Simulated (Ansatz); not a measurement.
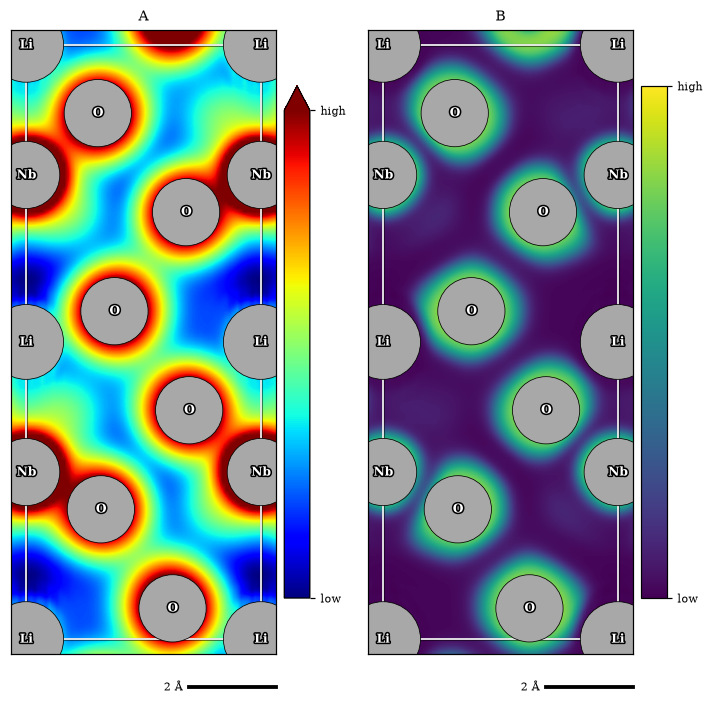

LiNbO₃: 2 fields on the (100) plane of the conventional cell, with unlabelled colour scales. Grey discs cover the atomic cores.

Space group R3c; not relaxed (largest force 0.9 eV/Å); computed pressure about −12 GPa in this cell; PAW files of the earlier set (soft_1).

Computed with DFT PBE, scalar-relativistic, plane waves, PAW in Ansatz.

The calculation's input:

```
crystal:
  lattice:
    - [2.7065020733, 1.5625997006, 4.569838534]
    - [-2.7065020733, 1.5625997006, 4.569838534]
    - [0.0, -3.1251994011, 4.569838534]
  atoms:
    - { symbol: Li, position: [0.2815913687, 0.2815913687, 0.2815913687] }
    - { symbol: Li, position: [0.7815913687, 0.7815913687, 0.7815913687] }
    - { symbol: Nb, position: [0.0004900497, 0.0004900497, 0.0004900497] }
    - { symbol: Nb, position: [0.5004900497, 0.5004900497, 0.5004900497] }
    - { symbol: O, position: [0.1104619503, 0.3580262714, 0.7211003599] }
    - { symbol: O, position: [0.7211003599, 0.1104619503, 0.3580262714] }
    - { symbol: O, position: [0.3580262714, 0.7211003599, 0.1104619503] }
    - { symbol: O, position: [0.2211003599, 0.8580262714, 0.6104619503] }
    - { symbol: O, position: [0.8580262714, 0.6104619503, 0.2211003599] }
    - { symbol: O, position: [0.6104619503, 0.2211003599, 0.8580262714] }
basis:
  ecutwfc: 520.0
kpoints:
  mp_grid: { grid: [6, 6, 6] }
hamiltonian:
  xc: pbe
  pseudopotentials: { kind: paw, azcp: { folder: soft_1 } }
scf:
  occupations: { method: gaussian, width: 0.05 }
output:
  forces: true
  stress: true
  eigenvalues: true
  write_density: true
  write_potential: true
  elf: true
  volumetric_format: npy
```

Run with:

```sh
ansatz run input.yaml --threads 4 --pin off --max-ram 8192MiB --backend cpu --events-out ev --progress --plain --runs-dir out
```

Below, planes, directions and counts refer to the conventional cell (a = 5.41 Å, b = 5.41 Å, c = 13.71 Å, α = 90.00°, β = 90.00°, γ = 120.00°).

Which field does each panel show? The fields are: electron localisation function and valence pseudo-density.

Answer. Panel A: valence pseudo-density. Panel B: electron localisation function. From the grid: Nb–O (1.94 Å): the density is about 1 e/Å³ at the midpoint; the ELF peaks at about 0.80 in the valence shell of O, 0.6 Å from its nucleus, and drops to about 0.25 between the two atoms (no shared electron pair shows on this line). Li–O (2.16 Å): the density is about 0.22 e/Å³ at the midpoint; the ELF peaks at about 0.85 in the valence shell of O, 0.6 Å from its nucleus, and falls to about 0 next to Li (an ionic contact with no shared pair).
